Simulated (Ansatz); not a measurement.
**What a change does: geometry relaxation on ZnSiP$_{2}$**

System: ZnSiP$_{2}$ (8 atoms in the cell).
Method of run 1: DFT, r2SCAN, plane waves, PAW, no spin polarisation (Ansatz 0.2.0).

The structure was built on a prototype by a generator; it need not be a known phase. The geometry comes from this level: PBE. Text and figures count atoms from 1; the logs count them from 0 in places.

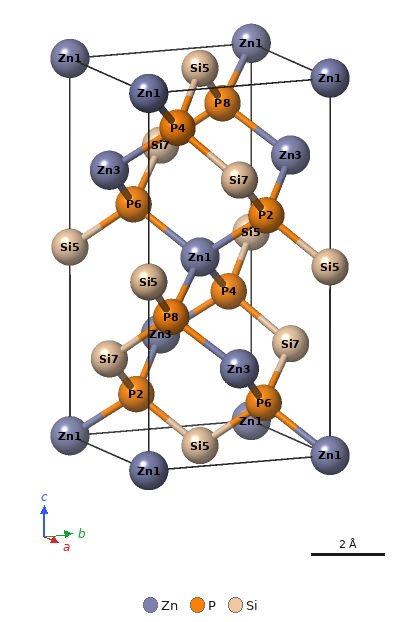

Figure 1. The starting structure (ball-and-stick view of the cell 2 times as large as that of the calculation, set on its symmetry axes, seen slightly off an axis; atoms are numbered from 1 in the order of the input). Near neighbours in the crystal (not all of them lie inside the picture): Zn has 4 P at 2.38 Å; P has 2 Si at 2.27 Å and 2 Zn at 2.38 Å; Si has 4 P at 2.27 Å.

The input, run 1:
```yaml
crystal:
  lattice:
    - [-2.7092502229, 2.7092502229, 5.2696904165]
    - [2.7092502229, -2.7092502229, 5.2696904165]
    - [2.7092502229, 2.7092502229, -5.2696904165]
  atoms:
    - { symbol: Zn, position: [0.0, 0.0, 0.0] }
    - { symbol: P, position: [0.375, 0.3923061849, 0.5173061849] }
    - { symbol: Zn, position: [0.75, 0.25, 0.5] }
    - { symbol: P, position: [0.1423061849, 0.625, 0.0173061849] }
    - { symbol: Si, position: [0.5, 0.5, 0.0] }
    - { symbol: P, position: [0.875, 0.8576938151, 0.4826938151] }
    - { symbol: Si, position: [0.25, 0.75, 0.5] }
    - { symbol: P, position: [0.6076938151, 0.125, -0.0173061849] }
kpoints:
  mp_grid: { grid: [6, 6, 6] }
hamiltonian:
  xc: r2scan
scf:
  occupations: { method: fermi_dirac, width: 0.02 }
relax:
  f_tol: 0.005
  cell: {}
```

Command:
```bash
ansatz run input.yaml --threads 4 --pin off --max-ram 7372MiB --backend cpu --events-out ev --progress --plain --runs-dir out
```

Hardware: 4 threads of Arm Neoverse V1, 24 GiB of memory available, shared host.

Output, shortened to warnings, some set-up lines, iterations and results (run 1):
```
Basis set: ecut = 500 eV, 3907 PW (Γ), exchange–correlation on 192×192×192 points (64 copies of the dense FFT grid, shifted against one another)
Symmetry: 8 space group operations
k-points: 30 of 216 (time reversal used)
Initial density: superposition of atomic densities (neutral atoms: chi_scale 0, normalization atom), corrected by the library's trained network
[...]
SCF iter   1: F=—  HF=-10969.325661 eV  |F-HF|=—  |Δ(HF+E_count)|=         —  Δρ=1.12e-2  dr2=1.35e-1  dr2_τ=4.26e-2  ethr=1.77e-3  ⟨swp⟩=9.4  Hψ=5932  notcnv=0  defer=1
SCF iter   2: F=—  HF=-10969.352140 eV  |F-HF|=—  |Δ(HF+E_count)|=   2.65e-2  Δρ=2.66e-3  dr2=8.97e-3  dr2_τ=4.95e-4  ethr=2.59e-4  ⟨swp⟩=2.9  Hψ=2165  notcnv=0  defer=81
SCF iter   3: F=—  HF=-10969.345374 eV  |F-HF|=—  |Δ(HF+E_count)|=   6.77e-3  Δρ=2.47e-3  dr2=6.81e-3  dr2_τ=4.13e-5  ethr=1.73e-5  ⟨swp⟩=2.7  Hψ=1821  notcnv=0  defer=51
SCF iter   4: F=—  HF=-10969.344211 eV  |F-HF|=—  |Δ(HF+E_count)|=   1.16e-3  Δρ=5.38e-4  dr2=3.26e-4  dr2_τ=5.11e-6  ethr=1.31e-5  ⟨swp⟩=3.0  Hψ=1862  notcnv=0  defer=51
SCF iter   5: F=—  HF=-10969.344185 eV  |F-HF|=—  |Δ(HF+E_count)|=   2.54e-5  Δρ=1.45e-4  dr2=2.71e-5  dr2_τ=1.29e-6  ethr=6.27e-7  ⟨swp⟩=3.0  Hψ=1729  notcnv=0  defer=51
[... 39 lines ...]
SCF iter   4: F=—  HF=-10969.365633 eV  |F-HF|=—  |Δ(HF+E_count)|=   3.18e-9  Δρ=5.79e-7  dr2=5.51e-10  dr2_τ=5.37e-11  ethr=5.97e-12  ⟨swp⟩=3.1  Hψ=1967  notcnv=0
SCF iter   5: F=—  HF=-10969.365633 eV  |F-HF|=—  |Δ(HF+E_count)|=  8.68e-10  Δρ=3.63e-7  dr2=1.11e-10  dr2_τ=3.12e-12  ethr=1.06e-12  ⟨swp⟩=2.0  Hψ=1680  notcnv=0
SCF iter   6: F=-10969.365633 eV  HF=-10969.365633 eV  |F-HF|=5.46e-12  |Δ(HF+E_count)|=  1.86e-10  Δρ=5.35e-8  dr2=1.84e-12  dr2_τ=2.88e-13  ethr=1.00e-12  ⟨swp⟩=5.1  …
SCF 6 converged in 6 iterations: F = -10969.365633 eV  dr2 = 1.84e-12
relax step   6: F+E_penalty+E_count = -10969.36563251 eV  Δ(F+E_penalty+E_count) = +4.500e-4 eV  max|allowed force component| = 5.633e-4 eV/Å  Δτ_max = 0.0000 Å  P = +0.002 …
basis re-selected at this cell: Δ(F+E_penalty+E_count) = +4.500e-4 eV, ΔP = -0.001 GPa vs the last step (what re-selecting the basis moved, of the pressure what is left beyond the Pulay correction that the steps carried, after the strain that the cell walked since its last selection, with what the …
SCF converged after 6 iterations
Free energy (F): -10969.365633 eV
Harris-Foulkes:  -10969.365633 eV  (|F-HF|=5.46e-12)
Internal energy: -10969.365633 eV  (E = F + TS)
E sigma→0 (E₀):  -10969.365633 eV
Fermi energy:    7.484109 eV
--- Per-component energies (eV) ---
  E_band       = 35.683563
  E_kinetic    = 626.664786
  E_local      = -4497.519143  (includes V_loc(G=0)·N_el)
  E_nonlocal   = 1410.688346
  E_hartree    = 1895.705724
  E_xc         = -588.329011
  E_vxc        = -472.801174  (∫ρ·V_xc dr)
  E_paw        = -7035.025001  (= ΣΔE_a)
  E_vpaw       = -844.786738  (= ΣTr[D̂ρ^β])
  E_aug_tail   = -0.000085  (compensation charges beyond the density's cutoff)
  E_vtau       = 22.026116  (kinetic-family band-sum trace: ∫τ·v_τ [+ j·A + Jᵃ·Aᵃ] dr)
  E_ewald      = -2780.669776
  E_core_change = -0.881472  (= ΣΔE_core)
  E_smearing   = -0.000000  (= −TS)
  E_closure    = -0.000000  (closes the sum)
  Σ components = -10969.365633   (vs F -10969.365633, Δ=0.00e0)
--- Forces (eV/Å), atoms counted from 1 ---
  atom   1  Zn     0.00000000    -0.00000000    -0.00000000
  atom   2  P     -0.00056327     0.00000000    -0.00000000
  atom   3  Zn     0.00000000    -0.00000000    -0.00000000
  atom   4  P     -0.00000000    -0.00056327     0.00000000
  atom   5  Si     0.00000000    -0.00000000    -0.00000000
  atom   6  P      0.00056327     0.00000000     0.00000000
  atom   7  Si     0.00000000    -0.00000000    -0.00000000
  atom   8  P     -0.00000000     0.00056327     0.00000000
  max |Σ_I F_I| component: 9.45e-17 eV/Å
--- Stress (GPa, compression-positive) ---
        0.005617      -0.000000      -0.000000
       -0.000000       0.005617       0.000000
       -0.000000       0.000000      -0.005298
  P = ⅓ Tr σ = 0.0020 GPa (0.020 kbar)
--- Relaxed structure (5 steps of the walk, 4 accepted, 1 SCFs on fresh bases) ---
  F+E_penalty+E_count = -10969.36563251 eV   max|allowed force component| = 5.633e-4 eV/Å   (the final SCF, on the basis selected at the relaxed cell)
  cell:  # Å, volume = 151.3211 Å³
[...]
```

The input of run 2 differs as follows (lines with − go, lines with + come):
```diff
-  xc: r2scan
+  xc: lda
```

Predict how the results change.

The total energies belong to different methods, so their difference says nothing on which is more stable or more accurate. The volume per atom goes from 18.92 to 18.27 Å³. The functional changes from r2SCAN to LDA. The SCF takes 35 iterations over all geometry steps against 37. The default cutoff goes from 500 to 420 eV with the change. On the same kind of shared host run 2 took about 0.46 times as long.

Output, shortened to warnings, some set-up lines, iterations and results (run 2):
```
Basis set: ecut = 420 eV, 3001 PW (Γ)
Symmetry: 8 space group operations
k-points: 30 of 216 (time reversal used)
Initial density: superposition of atomic densities (neutral atoms: chi_scale 0, normalization atom), corrected by the library's trained network
[...]
SCF iter   1: F=—  HF=-10616.146328 eV  |F-HF|=—  |Δ(HF+E_count)|=         —  Δρ=5.10e-3  dr2=3.15e-2  ethr=1.77e-3  ⟨swp⟩=9.8  Hψ=5994  notcnv=0
SCF iter   2: F=—  HF=-10616.137782 eV  |F-HF|=—  |Δ(HF+E_count)|=   8.55e-3  Δρ=2.61e-3  dr2=9.56e-3  ethr=6.06e-5  ⟨swp⟩=3.0  Hψ=2138  notcnv=0  defer=78
SCF iter   3: F=—  HF=-10616.136563 eV  |F-HF|=—  |Δ(HF+E_count)|=   1.22e-3  Δρ=1.78e-3  dr2=2.65e-3  ethr=1.84e-5  ⟨swp⟩=2.1  Hψ=1744  notcnv=0  defer=79
SCF iter   4: F=—  HF=-10616.135208 eV  |F-HF|=—  |Δ(HF+E_count)|=   1.35e-3  Δρ=2.38e-4  dr2=8.85e-5  ethr=5.09e-6  ⟨swp⟩=2.0  Hψ=1746  notcnv=0  defer=79
SCF iter   5: F=—  HF=-10616.135249 eV  |F-HF|=—  |Δ(HF+E_count)|=   4.05e-5  Δρ=9.95e-5  dr2=1.88e-5  ethr=1.70e-7  ⟨swp⟩=2.0  Hψ=1563  notcnv=0  defer=79
[... 37 lines ...]
SCF iter   4: F=—  HF=-10616.279695 eV  |F-HF|=—  |Δ(HF+E_count)|=   7.63e-8  Δρ=1.57e-6  dr2=9.36e-10  ethr=5.60e-11  ⟨swp⟩=2.0  Hψ=1792  notcnv=0
SCF iter   5: F=—  HF=-10616.279695 eV  |F-HF|=—  |Δ(HF+E_count)|=   6.16e-9  Δρ=6.29e-7  dr2=1.89e-10  ethr=1.80e-12  ⟨swp⟩=2.4  Hψ=1895  notcnv=0
SCF iter   6: F=-10616.279695 eV  HF=-10616.279695 eV  |F-HF|=1.82e-12  |Δ(HF+E_count)|=  8.37e-11  Δρ=1.00e-7  dr2=4.41e-12  ethr=1.00e-12  ⟨swp⟩=5.0  Hψ=3913  notcnv=0
SCF 6 converged in 6 iterations: F = -10616.279695 eV  dr2 = 4.41e-12
relax step   6: F+E_penalty+E_count = -10616.27969461 eV  Δ(F+E_penalty+E_count) = +2.462e-3 eV  max|allowed force component| = 5.458e-4 eV/Å  Δτ_max = 0.0000 Å  P = -0.019 …
basis re-selected at this cell: Δ(F+E_penalty+E_count) = +2.462e-3 eV, ΔP = -0.015 GPa vs the last step (what re-selecting the basis moved, of the pressure what is left beyond the Pulay correction that the steps carried, after the strain that the cell walked since its last selection, with what the …
SCF converged after 6 iterations
Free energy (F): -10616.279695 eV
Harris-Foulkes:  -10616.279695 eV  (|F-HF|=1.82e-12)
Internal energy: -10616.279695 eV  (E = F + TS)
E sigma→0 (E₀):  -10616.279695 eV
Fermi energy:    7.639280 eV
--- Per-component energies (eV) ---
  E_band       = 54.981011
  E_kinetic    = 633.786375
  E_local      = -4473.945439  (includes V_loc(G=0)·N_el)
  E_nonlocal   = 1420.751978
  E_hartree    = 1874.090243
  E_xc         = -630.685898
  E_vxc        = -451.497146  (∫ρ·V_xc dr)
  E_paw        = -6637.610382  (= ΣΔE_a)
  E_vpaw       = -822.294541  (= ΣTr[D̂ρ^β])
  E_aug_tail   = -0.000682  (compensation charges beyond the density's cutoff)
  E_ewald      = -2806.418240
  E_core_change = 3.752350  (= ΣΔE_core)
  E_smearing   = -0.000000  (= −TS)
  E_closure    = -0.000000  (closes the sum)
  Σ components = -10616.279695   (vs F -10616.279695, Δ=0.00e0)
--- Forces (eV/Å), atoms counted from 1 ---
  atom   1  Zn     0.00000000    -0.00000000    -0.00000000
  atom   2  P      0.00054584     0.00000000    -0.00000000
  atom   3  Zn     0.00000000    -0.00000000    -0.00000000
  atom   4  P     -0.00000000     0.00054584    -0.00000000
  atom   5  Si     0.00000000    -0.00000000    -0.00000000
  atom   6  P     -0.00054584     0.00000000     0.00000000
  atom   7  Si     0.00000000    -0.00000000    -0.00000000
  atom   8  P     -0.00000000    -0.00054584     0.00000000
  max |Σ_I F_I| component: 3.56e-17 eV/Å
--- Stress (GPa, compression-positive) ---
       -0.015859      -0.000000      -0.000000
       -0.000000      -0.015859       0.000000
       -0.000000       0.000000      -0.024780
  P = ⅓ Tr σ = -0.0188 GPa (-0.188 kbar)
--- Relaxed structure (5 steps of the walk, 5 accepted, 1 SCFs on fresh bases) ---
  F+E_penalty+E_count = -10616.27969461 eV   max|allowed force component| = 5.458e-4 eV/Å   (the final SCF, on the basis selected at the relaxed cell)
  cell:  # Å, volume = 146.1590 Å³
    - [-2.653039364166885, 2.653039364166885, 5.191326186090264]
[...]
```

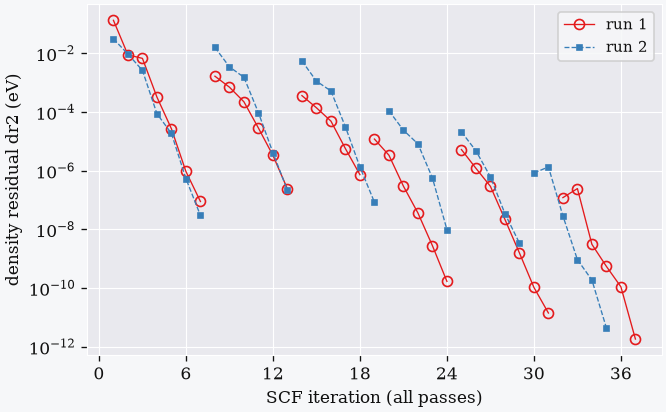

Figure 2. Convergence of the two runs: density residual dr2 against the SCF iteration. A break in a curve parts two SCF passes. Run 1 takes 37 iterations in all, and run 2 takes 35.

The two runs side by side:

| quantity | run 1 | run 2 |
| --- | --- | --- |
| outcome | converged | converged |
| free energy per atom (eV) | −1371.1707 | −1327.0350 |
| pressure (GPa) | 0.00 | −0.02 |
| volume per atom (Å³) | 18.92 | 18.27 |
| largest force (eV/Å) | 0.001 | 0.001 |
| SCF iterations | 37 | 35 |
| irreducible k-points | 30 | 30 |
| wall time (shared host) | 47 s | 21 s |
